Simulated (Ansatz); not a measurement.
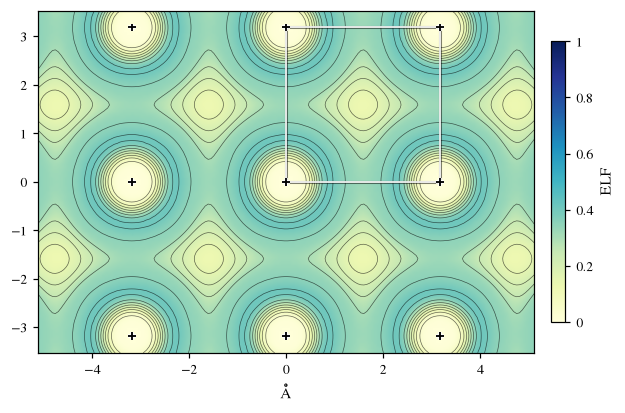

The electron localisation function on a plane through atoms (crosses mark nuclei in the plane).

All numbers below come from DFT, PBEsol, plane waves (420 eV) with PAW, scalar-relativistic in Ansatz 0.2.0.

Candidates:
A. C, a = 6.00 Å, b = 6.00 Å, c = 1.30 Å, α = 90.00°, β = 90.00°, γ = 120.00°. Space group P6/mmm; set up as C, omega (AlB2-type); a generated structure, not necessarily the stable one; changed on purpose from its base cell (volume × 1.04); computed pressure about −6 GPa in this cell.
B. Cd, a = 3.50 Å, b = 3.50 Å, c = 3.50 Å, α = 90.00°, β = 90.00°, γ = 90.00°. Space group Im-3m; set up as Cd, bcc; a generated structure, not necessarily the stable one.
C. Pb, a = 3.18 Å, b = 3.18 Å, c = 3.18 Å, α = 90.00°, β = 90.00°, γ = 90.00°. Space group Pm-3m; set up as Pb, simple cubic; a generated structure, not necessarily the stable one; changed on purpose from its base cell (volume × 1.0).

Q: Which candidate gave the map?

A: Candidate C: Pb on the (100) plane of the conventional cell, which holds Pb. Pb–Pb (3.18 Å): the ELF is about 0.30 at the midpoint.
